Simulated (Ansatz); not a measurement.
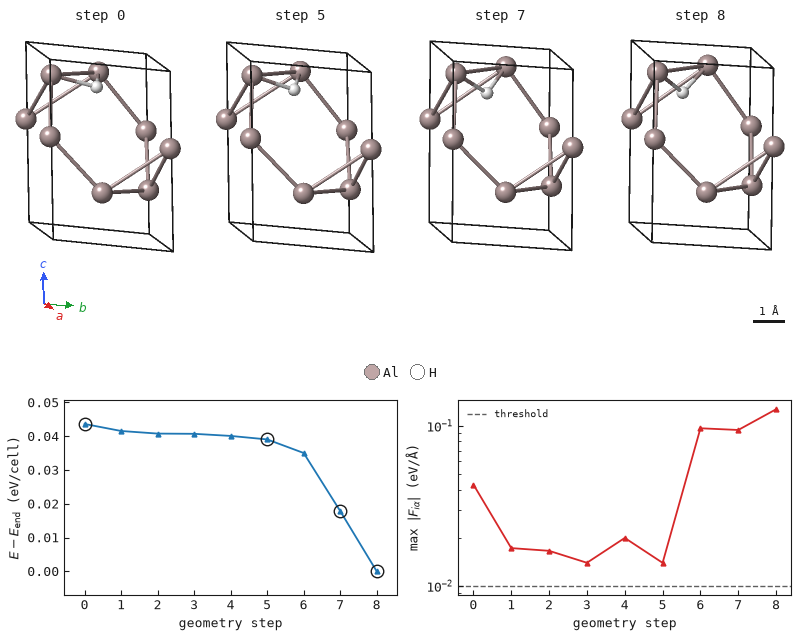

Frames of a relaxation of solid Al₅H (a generated structure, set up in P1), marked on the history of the run. The picture is a ball-and-stick view of the cell of the calculation, seen slightly off an axis.

All numbers below come from DFT PBE, scalar-relativistic, plane waves, PAW (Ansatz).

Input
```yaml
crystal:
  lattice:
    - [4.11816689, 0.0, 0.0]
    - [-0.210064844, 4.1474650613, 0.0]
    - [-0.5460032251, -0.7931990644, 5.9250070972]
  atoms:
    - { symbol: Al, position: [0.4456912464, 0.9120747686, 0.2805923845] }
    - { symbol: Al, position: [0.9308061255, 0.4299565691, 0.2814843634] }
    - { symbol: Al, position: [0.992644109, 0.9907953618, 0.5701314744] }
    - { symbol: Al, position: [0.5738947217, 0.0926649851, 0.8786348464] }
    - { symbol: Al, position: [0.0773409715, 0.5862665475, 0.8776919089] }
    - { symbol: H, position: [0.4796228258, 0.4882417679, 0.8284833123] }
basis:
  ecutwfc: 420
kpoints:
  mp_grid: { grid: [10, 10, 6] }
hamiltonian:
  xc: pbe
scf:
  occupations: { method: gaussian, width: 0.1 }
output:
  forces: true
  stress: true
  eigenvalues: true
relax:
  adjacent_minimum: "off"
  f_tol: 0.01
  max_steps: 80
  cell: { stress_tol: 0.05 }
```

Command:
```bash
ansatz run input.yaml --threads 1 --pin off --max-ram 2560MiB --backend cpu --events-out ev --progress --plain --runs-dir out
```

Question: What happens along the run?

Answer: The run was cut off at its time limit before the relaxation converged, so the last structure is only a point on the way. The energy falls by 43.6 meV per cell of the calculation in 8 geometry steps. The largest force component goes from 0.043 to 0.13 eV/Å. The pressure goes from 0.00 to 0.09 GPa. The atom that moves furthest relative to the cell is H6 (0.69 Å roughly along [−2 −2 −1]). Largest moves by element: H 0.69 Å, Al 0.31 Å. The drawn cell changes as follows: a 4.118 → 4.168 Å (+1.2 %), b 4.153 → 4.118 Å (−0.8 %), c 6.003 → 6.042 Å (+0.7 %), α 97.3° → 93.2°, β 95.2° → 97.6°, γ 92.9° → 94.1°; the volume changes by +1.1 %. Among the contacts that change: Al3–Al4 2.869 → 3.097 Å, Al3–Al5 2.877 → 3.087 Å, Al4–Al5 2.968 → 3.131 Å, Al1–Al5 2.876 → 2.734 Å. Bond angles that change, for instance: Al1–Al5–H6 78.4° → 114.3°, Al5–Al4–H6 121.9° → 91.0°, Al4–Al5–H6 121.3° → 91.4°. The space group stays P1 (No. 1). From step 0 to 5: H6 moves most (0.14 Å), volume +0.5 %, energy −4.6 meV per cell of the calculation. From step 5 to 7: H6 moves most (0.38 Å), volume +0.7 %, energy −21.2 meV per cell of the calculation. From step 7 to 8: H6 moves most (0.19 Å), volume −0.1 %, energy −17.9 meV per cell of the calculation.

```json
{"step": "0", "E − E(0), meV/atom": "0.00", "largest force component, eV/Å": "0.0430", "pressure, GPa": "0.00", "volume, Å³/atom": "16.866"}
{"step": "1", "E − E(0), meV/atom": "-0.35", "largest force component, eV/Å": "0.0172", "pressure, GPa": "-0.02", "volume, Å³/atom": "16.878"}
{"step": "2", "E − E(0), meV/atom": "-0.47", "largest force component, eV/Å": "0.0166", "pressure, GPa": "0.00", "volume, Å³/atom": "16.881"}
{"step": "3", "E − E(0), meV/atom": "-0.49", "largest force component, eV/Å": "0.0140", "pressure, GPa": "-0.02", "volume, Å³/atom": "16.895"}
{"step": "4", "E − E(0), meV/atom": "-0.59", "largest force component, eV/Å": "0.0200", "pressure, GPa": "-0.03", "volume, Å³/atom": "16.912"}
{"step": "5", "E − E(0), meV/atom": "-0.76", "largest force component, eV/Å": "0.0140", "pressure, GPa": "-0.05", "volume, Å³/atom": "16.959"}
{"step": "6", "E − E(0), meV/atom": "-1.43", "largest force component, eV/Å": "0.0967", "pressure, GPa": "-0.18", "volume, Å³/atom": "17.052"}
{"step": "7", "E − E(0), meV/atom": "-4.30", "largest force component, eV/Å": "0.0944", "pressure, GPa": "-0.06", "volume, Å³/atom": "17.074"}
{"step": "8", "E − E(0), meV/atom": "-7.27", "largest force component, eV/Å": "0.1272", "pressure, GPa": "0.09", "volume, Å³/atom": "17.054"}
```
